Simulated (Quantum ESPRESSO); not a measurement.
Run report: Ti, relaxation of cell and atoms (part 2 of 3)

Ti (P6₃/mmc, 2 atoms in the cell); Kohn-Sham DFT of a periodic cell, PBEsol, GBRV 1.5 PBEsol, no spin polarisation (Quantum ESPRESSO 7.5); cutoff 612.26 eV, 18×18×12 k-mesh, methfessel-paxton of 0.1 eV. The structure derives from an entry of the Crystallography Open Database.

Geometry of the input (Å; fractional positions):
```
2.9500  0.0000  0.0000
-1.4750  2.5548  0.0000
0.0000  0.0000  4.6800
Ti 0.3333  0.6667  0.2500
Ti 0.6667  0.3333  0.7500
```

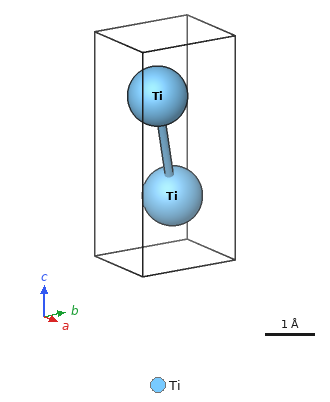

**Figure 1.** The structure as given in the input (ball-and-stick view of the cell of the calculation, seen slightly off an axis). An atom can appear more than once, as a periodic image.

**What the program printed, continued**
```
     iteration #  3     ecut=    45.00 Ry     beta= 0.50
     Davidson diagonalization with overlap
     ethr =  1.16E-08,  avg # of iterations =  2.1

     negative rho (up, down):  1.306E-03 0.000E+00

     total energy              =    -238.29053600 Ry
     estimated scf accuracy    <       0.00000053 Ry

     iteration #  4     ecut=    45.00 Ry     beta= 0.50
     Davidson diagonalization with overlap
     ethr =  2.22E-09,  avg # of iterations =  2.6

     negative rho (up, down):  1.306E-03 0.000E+00

     total energy              =    -238.29053604 Ry
     estimated scf accuracy    <       0.00000008 Ry

     iteration #  5     ecut=    45.00 Ry     beta= 0.50
     Davidson diagonalization with overlap
     ethr =  3.42E-10,  avg # of iterations =  2.4

     negative rho (up, down):  1.306E-03 0.000E+00

     total energy              =    -238.29053606 Ry
     estimated scf accuracy    <          3.6E-10 Ry

     iteration #  6     ecut=    45.00 Ry     beta= 0.50
     Davidson diagonalization with overlap
     ethr =  1.48E-12,  avg # of iterations =  4.3

     negative rho (up, down):  1.306E-03 0.000E+00

     total energy              =    -238.29053606 Ry
     estimated scf accuracy    <          1.2E-10 Ry

     iteration #  7     ecut=    45.00 Ry     beta= 0.50
     Davidson diagonalization with overlap
     ethr =  4.90E-13,  avg # of iterations =  1.0

     negative rho (up, down):  1.306E-03 0.000E+00

     total energy              =    -238.29053606 Ry
     estimated scf accuracy    <          9.0E-11 Ry

     iteration #  8     ecut=    45.00 Ry     beta= 0.50
     Davidson diagonalization with overlap
     ethr =  3.77E-13,  avg # of iterations =  2.4

     negative rho (up, down):  1.306E-03 0.000E+00

     End of self-consistent calculation

     Number of k-points >= 100: set verbosity='high' to print the bands.

     the Fermi energy is    13.9289 ev

!    total energy              =    -238.29053606 Ry
     estimated scf accuracy    <          5.4E-14 Ry
     smearing contrib. (-TS)   =       0.00007746 Ry
     internal energy E=F+TS    =    -238.29061351 Ry

     The total energy is F=E-TS. E is the sum of the following terms:
     one-electron contribution =     -77.61484700 Ry
     hartree contribution      =      47.30519622 Ry
     xc contribution           =     -35.78281352 Ry
     ewald contribution        =    -172.19814921 Ry

     convergence has been achieved in   8 iterations

     negative rho (up, down):  1.306E-03 0.000E+00

     Forces acting on atoms (cartesian axes, Ry/au):

     atom    1 type  1   force =    -0.00000000    0.00000000    0.00000000
     atom    2 type  1   force =     0.00000000   -0.00000000   -0.00000000

     Total force =     0.000000     Total SCF correction =     0.000000

     Computing stress (Cartesian axis) and pressure

     negative rho (up, down):  1.306E-03 0.000E+00
          total   stress  (Ry/bohr**3)                   (kbar)     P=        1.85
   0.00001488   0.00000000   0.00000000            2.19        0.00        0.00
   0.00000000   0.00001488   0.00000000            0.00        2.19        0.00
   0.00000000   0.00000000   0.00000805            0.00        0.00        1.18

     Energy error            =      5.0E-04 Ry
     Gradient error          =      6.5E-25 Ry/Bohr
     Cell gradient error     =      2.2E+00 kbar

     number of scf cycles    =   3
     number of bfgs steps    =   2

     enthalpy           old  =    -238.2900356181 Ry
     enthalpy           new  =    -238.2905360578 Ry

     CASE: enthalpy          _new < enthalpy          _old

     new trust radius        =       0.0017099220 bohr
     new conv_thr            =            4.0E-12 Ry

     new unit-cell volume =    225.67914 a.u.^3 (    33.44220 Ang^3 )
     density =      4.75358 g/cm^3

CELL_PARAMETERS (angstrom)
   2.899818568   0.000000000   0.000000000
  -1.449909284   2.511316546   0.000000000
  -0.000000000  -0.000000000   4.592218318

ATOMIC_POSITIONS (crystal)
Ti               0.3333333333        0.6666666667        0.2500000000
Ti               0.6666666667        0.3333333333        0.7500000000

     NEW-OLD atomic charge density approx. for the potential
     New effective cutoffs (rho, wfc):  373.17   46.73

     Check: negative core charge=   -0.000014

     negative rho (up, down):  1.308E-03 0.000E+00

     Self-consistent Calculation

     iteration #  1     ecut=    45.00 Ry     beta= 0.50
     Davidson diagonalization with overlap
     ethr =  1.00E-06,  avg # of iterations =  2.0

     Threshold (ethr) on eigenvalues was too large:
     Diagonalizing with lowered threshold

     Davidson diagonalization with overlap
     ethr =  3.12E-10,  avg # of iterations =  3.5

     negative rho (up, down):  1.307E-03 0.000E+00

     total energy              =    -238.29053831 Ry
     estimated scf accuracy    <       0.00000020 Ry

     iteration #  2     ecut=    45.00 Ry     beta= 0.50
     Davidson diagonalization with overlap
     ethr =  8.52E-10,  avg # of iterations =  2.9

     negative rho (up, down):  1.307E-03 0.000E+00

     total energy              =    -238.29053837 Ry
     estimated scf accuracy    <       0.00000002 Ry

     iteration #  3     ecut=    45.00 Ry     beta= 0.50
     Davidson diagonalization with overlap
     ethr =  7.05E-11,  avg # of iterations =  2.0

     negative rho (up, down):  1.307E-03 0.000E+00

     total energy              =    -238.29053837 Ry
     estimated scf accuracy    <          2.5E-09 Ry

     iteration #  4     ecut=    45.00 Ry     beta= 0.50
     Davidson diagonalization with overlap
     ethr =  1.04E-11,  avg # of iterations =  3.1

     negative rho (up, down):  1.307E-03 0.000E+00

     total energy              =    -238.29053837 Ry
     estimated scf accuracy    <          5.5E-10 Ry

     iteration #  5     ecut=    45.00 Ry     beta= 0.50
     Davidson diagonalization with overlap
     ethr =  2.29E-12,  avg # of iterations =  2.6

     negative rho (up, down):  1.307E-03 0.000E+00

     End of self-consistent calculation

     Number of k-points >= 100: set verbosity='high' to print the bands.

     the Fermi energy is    13.9032 ev

!    total energy              =    -238.29053837 Ry
     estimated scf accuracy    <          1.8E-12 Ry
     smearing contrib. (-TS)   =       0.00007727 Ry
     internal energy E=F+TS    =    -238.29061564 Ry

     The total energy is F=E-TS. E is the sum of the following terms:
     one-electron contribution =     -77.74997868 Ry
     hartree contribution      =      47.34693825 Ry
     xc contribution           =     -35.78012301 Ry
     ewald contribution        =    -172.10745220 Ry

     convergence has been achieved in   5 iterations

     negative rho (up, down):  1.307E-03 0.000E+00

     Forces acting on atoms (cartesian axes, Ry/au):

     atom    1 type  1   force =     0.00000000    0.00000000    0.00000000
     atom    2 type  1   force =    -0.00000000   -0.00000000   -0.00000000

     Total force =     0.000000     Total SCF correction =     0.000000

     Computing stress (Cartesian axis) and pressure

     negative rho (up, down):  1.307E-03 0.000E+00
          total   stress  (Ry/bohr**3)                   (kbar)     P=       -0.04
   0.00000175  -0.00000000   0.00000000            0.26       -0.00        0.00
  -0.00000000   0.00000175   0.00000000           -0.00        0.26        0.00
   0.00000000  -0.00000000  -0.00000435            0.00       -0.00       -0.64

     Energy error            =      2.3E-06 Ry
     Gradient error          =      2.8E-25 Ry/Bohr
     Cell gradient error     =      6.4E-01 kbar

     number of scf cycles    =   4
     number of bfgs steps    =   3

     enthalpy           old  =    -238.2905360578 Ry
     enthalpy           new  =    -238.2905383737 Ry

     CASE: enthalpy          _new < enthalpy          _old

     new trust radius        =       0.0003121356 bohr
     new conv_thr            =            4.0E-12 Ry

     new unit-cell volume =    225.67921 a.u.^3 (    33.44221 Ang^3 )
     density =      4.75358 g/cm^3

CELL_PARAMETERS (angstrom)
   2.899969655   0.000000000   0.000000000
  -1.449984828   2.511447392   0.000000000
  -0.000000000  -0.000000000   4.591741239

ATOMIC_POSITIONS (crystal)
Ti               0.3333333333        0.6666666667        0.2500000000
Ti               0.6666666667        0.3333333333        0.7500000000

     NEW-OLD atomic charge density approx. for the potential
     New effective cutoffs (rho, wfc):  373.20   46.74

     Check: negative core charge=   -0.000014

     negative rho (up, down):  1.307E-03 0.000E+00

     Self-consistent Calculation

     iteration #  1     ecut=    45.00 Ry     beta= 0.50
     Davidson diagonalization with overlap
     ethr =  1.00E-06,  avg # of iterations =  2.0

     Threshold (ethr) on eigenvalues was too large:
     Diagonalizing with lowered threshold

     Davidson diagonalization with overlap
     ethr =  4.93E-12,  avg # of iterations =  5.0

     negative rho (up, down):  1.307E-03 0.000E+00

     total energy              =    -238.29053850 Ry
     estimated scf accuracy    <          2.2E-09 Ry

     iteration #  2     ecut=    45.00 Ry     beta= 0.50
     Davidson diagonalization with overlap
     ethr =  9.00E-12,  avg # of iterations =  1.1

     negative rho (up, down):  1.307E-03 0.000E+00

     total energy              =    -238.29053850 Ry
     estimated scf accuracy    <          2.7E-10 Ry

     iteration #  3     ecut=    45.00 Ry     beta= 0.50
     Davidson diagonalization with overlap
     ethr =  1.14E-12,  avg # of iterations =  2.0

     negative rho (up, down):  1.307E-03 0.000E+00

     total energy              =    -238.29053850 Ry
     estimated scf accuracy    <          1.3E-11 Ry

     iteration #  4     ecut=    45.00 Ry     beta= 0.50
     Davidson diagonalization with overlap
     ethr =  1.00E-13,  avg # of iterations =  1.9

     negative rho (up, down):  1.307E-03 0.000E+00

     End of self-consistent calculation

     Number of k-points >= 100: set verbosity='high' to print the bands.

     the Fermi energy is    13.9033 ev

!    total energy              =    -238.29053850 Ry
     estimated scf accuracy    <          2.8E-13 Ry
     smearing contrib. (-TS)   =       0.00007735 Ry
     internal energy E=F+TS    =    -238.29061585 Ry

     The total energy is F=E-TS. E is the sum of the following terms:
     one-electron contribution =     -77.75038394 Ry
     hartree contribution      =      47.34709247 Ry
     xc contribution           =     -35.78012132 Ry
     ewald contribution        =    -172.10720305 Ry

     convergence has been achieved in   4 iterations

     negative rho (up, down):  1.307E-03 0.000E+00

     Forces acting on atoms (cartesian axes, Ry/au):

     atom    1 type  1   force =     0.00000000    0.00000000    0.00000000
     atom    2 type  1   force =     0.00000000   -0.00000000   -0.00000000

     Total force =     0.000000     Total SCF correction =     0.000000

     Computing stress (Cartesian axis) and pressure

     negative rho (up, down):  1.307E-03 0.000E+00
          total   stress  (Ry/bohr**3)                   (kbar)     P=       -0.04
   0.00000134  -0.00000000   0.00000000            0.20       -0.00        0.00
  -0.00000000   0.00000134  -0.00000000           -0.00        0.20       -0.00
   0.00000000  -0.00000000  -0.00000348            0.00       -0.00       -0.51

     Energy error            =      1.3E-07 Ry
     Gradient error          =      2.4E-25 Ry/Bohr
     Cell gradient error     =      5.1E-01 kbar

     number of scf cycles    =   5
     number of bfgs steps    =   4

     enthalpy           old  =    -238.2905383737 Ry
     enthalpy           new  =    -238.2905385020 Ry

     CASE: enthalpy          _new < enthalpy          _old

     new trust radius        =       0.0003433849 bohr
     new conv_thr            =            4.0E-12 Ry

     new unit-cell volume =    225.67777 a.u.^3 (    33.44199 Ang^3 )
     density =      4.75361 g/cm^3

CELL_PARAMETERS (angstrom)
   2.900126146   0.000000000   0.000000000
  -1.450063073   2.511582916   0.000000000
  -0.000000000  -0.000000000   4.591216453

ATOMIC_POSITIONS (crystal)
Ti               0.3333333333        0.6666666667        0.2500000000
Ti               0.6666666667        0.3333333333        0.7500000000

     NEW-OLD atomic charge density approx. for the potential
     New effective cutoffs (rho, wfc):  373.24   46.75

     Check: negative core charge=   -0.000014

     negative rho (up, down):  1.308E-03 0.000E+00

     Self-consistent Calculation

     iteration #  1     ecut=    45.00 Ry     beta= 0.50
     Davidson diagonalization with overlap
     ethr =  1.00E-06,  avg # of iterations =  2.0

     Threshold (ethr) on eigenvalues was too large:
     Diagonalizing with lowered threshold

     Davidson diagonalization with overlap
     ethr =  7.24E-12,  avg # of iterations =  4.5

     negative rho (up, down):  1.308E-03 0.000E+00

     total energy              =    -238.29053861 Ry
     estimated scf accuracy    <          2.5E-09 Ry

     iteration #  2     ecut=    45.00 Ry     beta= 0.50
     Davidson diagonalization with overlap
     ethr =  1.02E-11,  avg # of iterations =  1.1

     negative rho (up, down):  1.308E-03 0.000E+00

     total energy              =    -238.29053861 Ry
     estimated scf accuracy    <          3.2E-10 Ry

     iteration #  3     ecut=    45.00 Ry     beta= 0.50
     Davidson diagonalization with overlap
     ethr =  1.31E-12,  avg # of iterations =  2.0

     negative rho (up, down):  1.308E-03 0.000E+00

     total energy              =    -238.29053861 Ry
     estimated scf accuracy    <          1.5E-11 Ry

     iteration #  4     ecut=    45.00 Ry     beta= 0.50
     Davidson diagonalization with overlap
     ethr =  1.00E-13,  avg # of iterations =  2.0

     negative rho (up, down):  1.308E-03 0.000E+00

     End of self-consistent calculation

     Number of k-points >= 100: set verbosity='high' to print the bands.

     the Fermi energy is    13.9034 ev

!    total energy              =    -238.29053861 Ry
     estimated scf accuracy    <          3.8E-13 Ry
     smearing contrib. (-TS)   =       0.00007743 Ry
     internal energy E=F+TS    =    -238.29061604 Ry

     The total energy is F=E-TS. E is the sum of the following terms:
     one-electron contribution =     -77.75025605 Ry
     hartree contribution      =      47.34709003 Ry
     xc contribution           =     -35.78013219 Ry
     ewald contribution        =    -172.10731783 Ry

     convergence has been achieved in   4 iterations

     negative rho (up, down):  1.308E-03 0.000E+00

     Forces acting on atoms (cartesian axes, Ry/au):

     atom    1 type  1   force =    -0.00000000    0.00000000    0.00000000
     atom    2 type  1   force =     0.00000000   -0.00000000   -0.00000000

     Total force =     0.000000     Total SCF correction =     0.000000

     Computing stress (Cartesian axis) and pressure

     negative rho (up, down):  1.308E-03 0.000E+00
          total   stress  (Ry/bohr**3)                   (kbar)     P=       -0.03
   0.00000095  -0.00000000   0.00000000            0.14       -0.00        0.00
  -0.00000000   0.00000095   0.00000000           -0.00        0.14        0.00
   0.00000000   0.00000000  -0.00000249            0.00        0.00       -0.37

     Energy error            =      1.0E-07 Ry
     Gradient error          =      1.6E-25 Ry/Bohr
     Cell gradient error     =      3.7E-01 kbar

     number of scf cycles    =   6
     number of bfgs steps    =   5

     enthalpy           old  =    -238.2905385020 Ry
     enthalpy           new  =    -238.2905386070 Ry

     CASE: enthalpy          _new < enthalpy          _old

     new trust radius        =       0.0005151346 bohr
     new conv_thr            =            4.0E-12 Ry

     new unit-cell volume =    225.67541 a.u.^3 (    33.44165 Ang^3 )
     density =      4.75366 g/cm^3

CELL_PARAMETERS (angstrom)
   2.900359644   0.000000000   0.000000000
  -1.450179822   2.511785132   0.000000000
  -0.000000000  -0.000000000   4.590429273

ATOMIC_POSITIONS (crystal)
Ti               0.3333333333        0.6666666667        0.2500000000
Ti               0.6666666667        0.3333333333        0.7500000000

     NEW-OLD atomic charge density approx. for the potential
     New effective cutoffs (rho, wfc):  373.30   46.76

     Check: negative core charge=   -0.000014

     negative rho (up, down):  1.308E-03 0.000E+00

     Self-consistent Calculation

     iteration #  1     ecut=    45.00 Ry     beta= 0.50
     Davidson diagonalization with overlap
     ethr =  1.00E-06,  avg # of iterations =  2.0

     Threshold (ethr) on eigenvalues was too large:
     Diagonalizing with lowered threshold

     Davidson diagonalization with overlap
     ethr =  1.60E-11,  avg # of iterations =  4.5

     negative rho (up, down):  1.308E-03 0.000E+00

     total energy              =    -238.29053870 Ry
     estimated scf accuracy    <          5.5E-09 Ry

     iteration #  2     ecut=    45.00 Ry     beta= 0.50
     Davidson diagonalization with overlap
     ethr =  2.30E-11,  avg # of iterations =  1.1

     negative rho (up, down):  1.308E-03 0.000E+00

     total energy              =    -238.29053870 Ry
     estimated scf accuracy    <          7.1E-10 Ry

     iteration #  3     ecut=    45.00 Ry     beta= 0.50
     Davidson diagonalization with overlap
     ethr =  2.94E-12,  avg # of iterations =  2.0

     negative rho (up, down):  1.308E-03 0.000E+00

     total energy              =    -238.29053870 Ry
     estimated scf accuracy    <          3.3E-11 Ry
```
